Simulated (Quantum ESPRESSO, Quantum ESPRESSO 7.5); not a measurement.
# 1T-CdI2, 1 layer: solver and mixing choices

Aim: which eigensolver and mixing brings 1T-CdI2, 1 layer to self-consistency fastest, and whether the result stays the same.

Program: Quantum ESPRESSO 7.5. Level of theory: plane-wave DFT, PBE, GBRV ultrasoft pseudopotentials. Results are calculated unless marked as measured.

## (1) Set-up

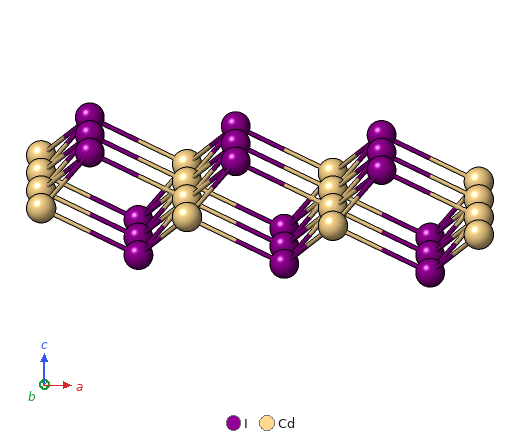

Start, viewed nearly edge on; iodine purple, cadmium orange. 3×3×1 cells are drawn. Some periodic images of atoms are drawn too.

The cell holds 3 atoms: 2 I and 1 Cd. Cell: a = 4.330 Å, b = 4.330 Å, c = 19.423 Å, α = 90.0°, β = 90.0°, γ = 120.0°. It derives from CdI2. Vacuum lies along c.

## (2) Self-consistent run: david, local-TF mixing, beta 0.4, history 8

The first run is the reference of the series.

Input file c0.in:

```
&control
  prefix = 'c0'
  outdir = './out'
  pseudo_dir = './pseudo'
  calculation = 'scf'
  tprnfor = .true.
/
&system
  ibrav = 0
  nat = 3
  ntyp = 2
  ecutwfc = 40
  ecutrho = 200
  occupations = 'smearing'
  smearing = 'fd'
  degauss = 0.004
  assume_isolated = 'esm'
  esm_bc = 'bc1'
/
&electrons
  conv_thr = 1e-07
  mixing_beta = 0.4
  electron_maxstep = 80
  mixing_mode = 'local-TF'
  diagonalization = 'david'
  mixing_ndim = 8
/
ATOMIC_SPECIES
  I   126.9045  i_pbe_v1.uspp.F.UPF
  Cd  112.4140  cd_pbe_v1.uspp.F.UPF
CELL_PARAMETERS angstrom
  4.33000000000000 0.00000000000000 0.00000000000000
  -2.16500000000000 3.74988999838662 0.00000000000000
  0.00000000000000 0.00000000000000 19.42293265830206
ATOMIC_POSITIONS crystal
  I   0.666666666667 0.333333333333 -0.062372987152
  Cd  0.000000000000 0.000000000000 0.000000000000
  I   0.333333333333 0.666666666667 0.062372987152
K_POINTS automatic
  6 6 1 0 0 0
```

Launch:

```bash
> OMP_NUM_THREADS=1 mpirun -n 4 pw.x -nk 2 -in c0.in > c0.out
```

Log:

```text
Program PWSCF v.7.5 starts
[citation notice left out]

     Parallel version (MPI & OpenMP), running on       4 processor cores
     Number of MPI processes:                 4
     Threads/MPI process:                     1

     MPI processes distributed on     1 nodes
[...]
Current dimensions of program PWSCF are:
     Max number of different atomic species (ntypx) = 10
     Max number of k-points (npk) =  40000
     Max angular momentum in pseudopotentials (lmaxx) =  4
     Message from routine setup:
     using ibrav=0 with symmetry is DISCOURAGED, use correct ibrav instead

     K-points division:     npool     =       2
     R & G space division:  proc/nbgrp/npool/nimage =       2
     Subspace diagonalization in iterative solution of the eigenvalue problem:
     a serial algorithm will be used

     Parallelization info
     --------------------
     sticks:   dense  smooth     PW     G-vecs:    dense   smooth      PW
     Min         462     372    105                50904    36420    5739
     Max         463     373    106                50913    36435    5746
     Sum         925     745    211               101817    72855   11485

     Using Slab Decomposition

     bravais-lattice index     =            0
     lattice parameter (alat)  =       8.1825  a.u.
     unit-cell volume          =    2128.2264 (a.u.)^3
     number of atoms/cell      =            3
     number of atomic types    =            2
     number of electrons       =        26.00
     number of Kohn-Sham states=           17
     kinetic-energy cutoff     =      40.0000  Ry
     charge density cutoff     =     200.0000  Ry
     scf convergence threshold =      1.0E-07
     mixing beta               =       0.4000
     number of iterations used =            8  local-TF  mixing
     Exchange-correlation= SLA  PW   PBE  PBE
                           (   1   4   3   4   0   0   0)

     Effective Screening Medium Method
     =================================
     Boundary Conditions: Vacuum-Slab-Vacuum
     total charge in unit cell        =   0.0000
     grid points for fit at edges     =        4

     celldm(1)=   8.182514  celldm(2)=   0.000000  celldm(3)=   0.000000
     celldm(4)=   0.000000  celldm(5)=   0.000000  celldm(6)=   0.000000

     crystal axes: (cart. coord. in units of alat)
               a(1) = (   1.000000   0.000000   0.000000 )
               a(2) = (  -0.500000   0.866025   0.000000 )
               a(3) = (   0.000000   0.000000   4.485666 )

     reciprocal axes: (cart. coord. in units 2 pi/alat)
               b(1) = (  1.000000  0.577350 -0.000000 )
               b(2) = (  0.000000  1.154701  0.000000 )
               b(3) = (  0.000000 -0.000000  0.222932 )

     PseudoPot. # 1 for I  read from file:
     ./pseudo/i_pbe_v1.uspp.F.UPF
     Pseudo is Ultrasoft + core correction, Zval =  7.0
     Generated by new atomic code, or converted to UPF format
     Using radial grid of  893 points,  6 beta functions with:
                l(1) =   0
                l(2) =   0
                l(3) =   1
                l(4) =   1
                l(5) =   2
                l(6) =   2
     Q(r) pseudized with  8 coefficients,  rinner =    1.500   1.500   1.500
                                                       1.500   1.500

     PseudoPot. # 2 for Cd read from file:
     ./pseudo/cd_pbe_v1.uspp.F.UPF
     Pseudo is Ultrasoft + core correction, Zval = 12.0
     Generated by new atomic code, or converted to UPF format
     Using radial grid of  889 points,  6 beta functions with:
                l(1) =   0
                l(2) =   0
                l(3) =   1
                l(4) =   1
                l(5) =   2
                l(6) =   2
     Q(r) pseudized with  6 coefficients,  rinner =    1.000   1.000   1.000
                                                       1.000   1.000

     atomic species   valence    mass     pseudopotential
     I                 7.00   126.90450     I ( 1.00)
     Cd               12.00   112.41400     Cd( 1.00)

     12 Sym. Ops., with inversion, found

   Cartesian axes

     site n.     atom                  positions (alat units)
         1        I      tau(   1) = (   0.5000000   0.2886751  -0.2797844  )
         2        Cd     tau(   2) = (   0.0000000   0.0000000   0.0000000  )
         3        I      tau(   3) = (  -0.0000000   0.5773503   0.2797844  )

     number of k points=     7  Fermi-Dirac smearing, width (Ry)=  0.0040
                       cart. coord. in units 2pi/alat
        k(    1) = (   0.0000000   0.0000000   0.0000000), wk =   0.0555556
        k(    2) = (   0.0000000   0.1924501   0.0000000), wk =   0.3333333
        k(    3) = (   0.0000000   0.3849002   0.0000000), wk =   0.3333333
        k(    4) = (   0.0000000  -0.5773503   0.0000000), wk =   0.1666667
        k(    5) = (   0.1666667   0.2886751   0.0000000), wk =   0.3333333
        k(    6) = (   0.1666667   0.4811252   0.0000000), wk =   0.6666667
        k(    7) = (   0.3333333   0.5773503   0.0000000), wk =   0.1111111

     Dense  grid:   101817 G-vectors     FFT dimensions: (  40,  40, 180)

     Smooth grid:    72855 G-vectors     FFT dimensions: (  36,  36, 150)

     Estimated max dynamical RAM per process >     118.61 MB

     Estimated total dynamical RAM >     449.59 MB

     Check: negative core charge=   -0.000002

     Initial potential from superposition of free atoms

     starting charge      25.4997, renormalised to      26.0000

     negative rho (up, down):  2.147E-02 0.000E+00
     Starting wfcs are   17 randomized atomic wfcs

     total cpu time spent up to now is        0.7 secs

     per-process dynamical memory:    44.6 Mb

     Self-consistent Calculation

     iteration #  1     ecut=    40.00 Ry     beta= 0.40
     Davidson diagonalization with overlap
     ethr =  1.00E-02,  avg # of iterations =  6.7

     Threshold (ethr) on eigenvalues was too large:
     Diagonalizing with lowered threshold

     Davidson diagonalization with overlap
     c_bands:  1 eigenvalues not converged
     c_bands:  1 eigenvalues not converged
     ethr =  1.29E-04,  avg # of iterations = 18.3

     negative rho (up, down):  2.137E-02 0.000E+00

     total cpu time spent up to now is        3.4 secs

     total energy              =    -246.04084459 Ry
     estimated scf accuracy    <       0.03155705 Ry

     iteration #  2     ecut=    40.00 Ry     beta= 0.40
[...]
negative rho (up, down):  2.327E-02 0.000E+00

[...]
total energy              =    -246.03105583 Ry
     estimated scf accuracy    <       0.01987207 Ry

     iteration #  3     ecut=    40.00 Ry     beta= 0.40
[...]
negative rho (up, down):  2.375E-02 0.000E+00

[...]
total energy              =    -246.04036186 Ry
     estimated scf accuracy    <       0.00124744 Ry

     iteration #  4     ecut=    40.00 Ry     beta= 0.40
[...]
c_bands:  1 eigenvalues not converged
     c_bands:  2 eigenvalues not converged
     c_bands:  2 eigenvalues not converged
     c_bands:  1 eigenvalues not converged
[...]
negative rho (up, down):  2.413E-02 0.000E+00

[...]
total energy              =    -246.04188738 Ry
     estimated scf accuracy    <       0.00039782 Ry

     iteration #  5     ecut=    40.00 Ry     beta= 0.40
[...]
c_bands:  1 eigenvalues not converged
     c_bands:  3 eigenvalues not converged
[...]
negative rho (up, down):  2.466E-02 0.000E+00

[...]
total energy              =    -246.04199479 Ry
     estimated scf accuracy    <       0.00019072 Ry

     iteration #  6     ecut=    40.00 Ry     beta= 0.40
[...]
c_bands:  2 eigenvalues not converged
[...]
negative rho (up, down):  2.427E-02 0.000E+00

[...]
total energy              =    -246.04205426 Ry
     estimated scf accuracy    <       0.00003421 Ry

     iteration #  7     ecut=    40.00 Ry     beta= 0.40
[...]
c_bands:  2 eigenvalues not converged
[...]
negative rho (up, down):  2.353E-02 0.000E+00

[...]
total energy              =    -246.04209801 Ry
     estimated scf accuracy    <       0.00002822 Ry

     iteration #  8     ecut=    40.00 Ry     beta= 0.40
[...]
c_bands:  1 eigenvalues not converged
[...]
negative rho (up, down):  2.239E-02 0.000E+00

[...]
total energy              =    -246.04212897 Ry
     estimated scf accuracy    <       0.00001151 Ry

     iteration #  9     ecut=    40.00 Ry     beta= 0.40
[...]
negative rho (up, down):  2.192E-02 0.000E+00

[...]
total energy              =    -246.04216732 Ry
     estimated scf accuracy    <       0.00000309 Ry

     iteration # 10     ecut=    40.00 Ry     beta= 0.40
[...]
negative rho (up, down):  2.169E-02 0.000E+00

[...]
total energy              =    -246.04218969 Ry
     estimated scf accuracy    <       0.00000146 Ry

     iteration # 11     ecut=    40.00 Ry     beta= 0.40
[...]
negative rho (up, down):  2.157E-02 0.000E+00

[...]
total energy              =    -246.04220302 Ry
     estimated scf accuracy    <       0.00000031 Ry

     iteration # 12     ecut=    40.00 Ry     beta= 0.40
[...]
negative rho (up, down):  2.153E-02 0.000E+00

[...]
End of self-consistent calculation

          k = 0.0000 0.0000 0.0000 (  9115 PWs)   bands (ev):

   -19.3853 -17.6253 -14.4918 -14.4918 -14.0279 -13.9908 -13.9908  -9.1452
    -7.2430  -7.2430  -6.8868  -6.8868  -6.7181  -3.4074  -2.0791  -0.7960
    -0.7960

          k = 0.0000 0.1925 0.0000 (  9082 PWs)   bands (ev):

   -19.2056 -17.7335 -14.4432 -14.2964 -14.0209 -13.9946 -13.9835  -9.5045
    -8.4665  -8.0198  -7.1768  -6.4254  -6.3361  -2.7683  -1.6322  -0.8235
    -0.1507

          k = 0.0000 0.3849 0.0000 (  9090 PWs)   bands (ev):

   -18.7593 -17.9707 -14.3566 -14.1416 -13.9803 -13.9725 -13.7812 -10.6466
    -9.3532  -8.8367  -7.3829  -6.3953  -6.2084  -3.0413  -1.0696   0.1693
     0.3925

          k = 0.0000-0.5774 0.0000 (  9106 PWs)   bands (ev):

   -18.3573 -18.2281 -14.3238 -14.1891 -13.9557 -13.9442 -13.5931 -11.1104
    -9.7935  -9.1638  -7.3549  -6.5003  -6.1687  -3.2573  -0.9380   0.7140
     1.6744

          k = 0.1667 0.2887 0.0000 (  9074 PWs)   bands (ev):

   -18.8927 -17.8969 -14.3578 -14.1220 -14.0288 -13.9566 -13.8930 -10.3052
    -9.2819  -8.7256  -7.0276  -6.6425  -6.2502  -2.6030  -0.9034  -0.2527
    -0.0962

          k = 0.1667 0.4811 0.0000 (  9094 PWs)   bands (ev):

   -18.4608 -18.1169 -14.2492 -14.1294 -13.9943 -13.9460 -13.6982 -11.1494
    -9.6730  -9.2295  -7.6186  -6.4272  -6.1794  -2.6342  -0.1017   0.4295
     0.7291

[...]
the Fermi energy is    -4.7026 ev

!    total energy              =    -246.04220945 Ry
     estimated scf accuracy    <       0.00000010 Ry
     smearing contrib. (-TS)   =      -0.00000000 Ry
     internal energy E=F+TS    =    -246.04220945 Ry

     The total energy is F=E-TS. E is the sum of the following terms:
     one-electron contribution =     308.69036442 Ry
     hartree contribution      =    -147.76002361 Ry
     xc contribution           =    -136.53981288 Ry
     ewald contribution        =    -270.43273738 Ry

     convergence has been achieved in  12 iterations

     negative rho (up, down):  2.153E-02 0.000E+00

     Forces acting on atoms (cartesian axes, Ry/au):

     atom    1 type  1   force =     0.00000000    0.00000000   -0.12903933
     atom    2 type  2   force =     0.00000000    0.00000000    0.00000000
     atom    3 type  1   force =     0.00000000   -0.00000000    0.12903933

     Total force =     0.182489     Total SCF correction =     0.000160

[...]
=------------------------------------------------------------------------------=
   JOB DONE.
=------------------------------------------------------------------------------=
[...]
```

Run time: 18 s. Hardware: 4 MPI ranks of Arm Neoverse V2, shared host; peak memory 0.66 GiB; 69 s of CPU time.

Numbers from this step:

| Item | Value |
| --- | --- |
| free energy | -3347.5748 eV |
| Fermi energy | -4.703 eV |
| valence top, on the run's zero | -6.169 eV |
| conduction bottom, on the run's zero | -3.407 eV |
| gap by band count | 2.761 eV |
| vacuum line at the lower end of the cell, over the valence top | 6.169 eV |
| vacuum line at the upper end of the cell, over the valence top | 6.169 eV |

Electrostatic potential energy of an electron; zero at the highest filled level of the SCF mesh. The potential energy, planar mean by z:

```
z (Å)  potential energy, planar mean (eV)
   -8                                6.17
   -6                                6.17
   -4                                6.15
   -2                               0.721
    0                               -5.71
    2                               0.721
    4                                6.15
    6                                6.17
    8                                6.17
```

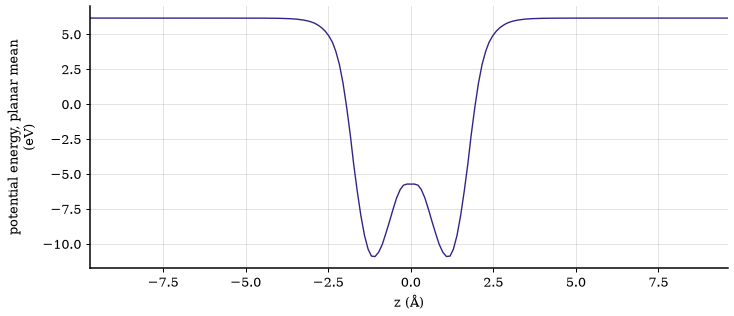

Potential energy, planar mean, plotted against z.

The program's own clock; routines nest. Time by routine:

| routine | wall time (s) | calls |
| --- | --- | --- |
| PWSCF | 16.88 | 1 |
| electrons | 15.92 | 1 |
| c_bands | 9.56 | 13 |
| cegterg | 8.43 | 52 |
| h_psi | 6.66 | 507 |
| fftw | 5.97 | 8386 |
| vloc_psi | 5.81 | 507 |
| mix_rho | 2.31 | 13 |
| sum_band | 2.28 | 13 |
| ffts | 1.35 | 1379 |
| newd | 1.31 | 13 |
| v_of_rho | 0.58 | 13 |
| init_run | 0.56 | 1 |
| calbec | 0.53 | 575 |

The vacuum levels are read from the outermost 0.7 Å of the cell on either side.

The run needed 12 iterations to bring the estimated error under 1e-07 Ry; the largest force on any atom, held or free, is 3.32 eV/Å, so this geometry is far from relaxed and its levels are not those of the real material.

Inside the slab this potential holds the local part of the pseudopotentials, which can be repulsive at the nuclei; only its value in the vacuum has a meaning of its own.

## (3) Ground state: david, plain mixing, beta 0.4, history 8

c1.in, as its differences from the input of step 2:

```diff
@@ -1,3 +1,3 @@
 &control
-  prefix = 'c0'
+  prefix = 'c1'
   outdir = './out'
@@ -23,3 +23,3 @@
   electron_maxstep = 80
-  mixing_mode = 'local-TF'
+  mixing_mode = 'plain'
   diagonalization = 'david'
```

Launch:

```bash
> OMP_NUM_THREADS=1 mpirun -n 4 pw.x -nk 2 -in c1.in > c1.out
```

Log:

```text
[banner, memory and clock lines left out]
Program PWSCF v.7.5 starts
[...]
Message from routine setup:
[...]
number of electrons       =        26.00
     number of Kohn-Sham states=           17
     kinetic-energy cutoff     =      40.0000  Ry
     charge density cutoff     =     200.0000  Ry
[...]
number of k points=     7  Fermi-Dirac smearing, width (Ry)=  0.0040
[...]
Dense  grid:   101817 G-vectors     FFT dimensions: (  40,  40, 180)
[...]
negative rho (up, down):  2.147E-02 0.000E+00
     Starting wfcs are   17 randomized atomic wfcs
[...]
negative rho (up, down):  2.110E-02 0.000E+00
[...]
estimated scf accuracy    <       0.03155705 Ry
[...]
negative rho (up, down):  2.113E-02 0.000E+00
[...]
estimated scf accuracy    <       0.00431484 Ry
[...]
negative rho (up, down):  2.139E-02 0.000E+00
[...]
estimated scf accuracy    <       0.00131494 Ry
[...]
negative rho (up, down):  2.141E-02 0.000E+00
[...]
estimated scf accuracy    <       0.00034378 Ry
[...]
negative rho (up, down):  2.144E-02 0.000E+00
[...]
estimated scf accuracy    <       0.00009540 Ry
[...]
negative rho (up, down):  2.149E-02 0.000E+00
[...]
estimated scf accuracy    <       0.00006101 Ry
[...]
negative rho (up, down):  2.151E-02 0.000E+00
[...]
estimated scf accuracy    <       0.00000337 Ry
[...]
negative rho (up, down):  2.152E-02 0.000E+00
[...]
estimated scf accuracy    <       0.00000174 Ry
[...]
negative rho (up, down):  2.152E-02 0.000E+00
[...]
estimated scf accuracy    <       0.00000052 Ry
[...]
negative rho (up, down):  2.153E-02 0.000E+00
[...]
the Fermi energy is    -4.7030 ev
!    total energy              =    -246.04220938 Ry
     estimated scf accuracy    <       0.00000009 Ry
     smearing contrib. (-TS)   =      -0.00000000 Ry
     internal energy E=F+TS    =    -246.04220938 Ry
[...]
one-electron contribution =     308.69529038 Ry
     hartree contribution      =    -147.76540173 Ry
     xc contribution           =    -136.53936065 Ry
     ewald contribution        =    -270.43273738 Ry
     convergence has been achieved in  10 iterations
     negative rho (up, down):  2.153E-02 0.000E+00
[...]
Total force =     0.182632     Total SCF correction =     0.000195
[...]
```

Elapsed: 15 s, on 4 MPI ranks; peak memory 0.39 GiB.

This step gave:

* valence top, on the run's zero: -6.168 eV
* conduction bottom, on the run's zero: -3.406 eV
* gap by band count: 2.762 eV
* vacuum line at the lower end of the cell, over the valence top: 6.168 eV
* vacuum line at the upper end of the cell, over the valence top: 6.168 eV

The program's own clock; routines nest. Time by routine:

```
     routine  wall time (s)  calls
       PWSCF          14.66      1
   electrons          13.81      1
     c_bands           10.1     11
     cegterg           9.29     44
       h_psi           7.32    460
        fftw           6.42   7800
    vloc_psi           6.38    460
    sum_band            2.1     11
        newd           1.08     11
      calbec           0.58    520
    v_of_rho           0.55     11
    init_run           0.47      1
h_psi:calbec           0.47    460
  add_vuspsi           0.45    460
```

Counted from each run's own zero (the valence top), the vacuum level differs from the first run's by -1 meV.

(Part 1 of 3 ends here.)

[Logs are printed without paths, hosts, clocks, repeated set-up lines and the standing remarks that a program may print on its own settings, such as how far it seeks lower states.]

[Hosts, paths, dates, database ids (printed as entryN), source tags and the programs' standing remarks are cut or masked in the printed files.]

[Maps of the electrostatic potential energy from Ansatz leave out the sawtooth potential of an applied field or a dipole correction, so their vacuum need not be flat; planar profiles and work functions include it.]
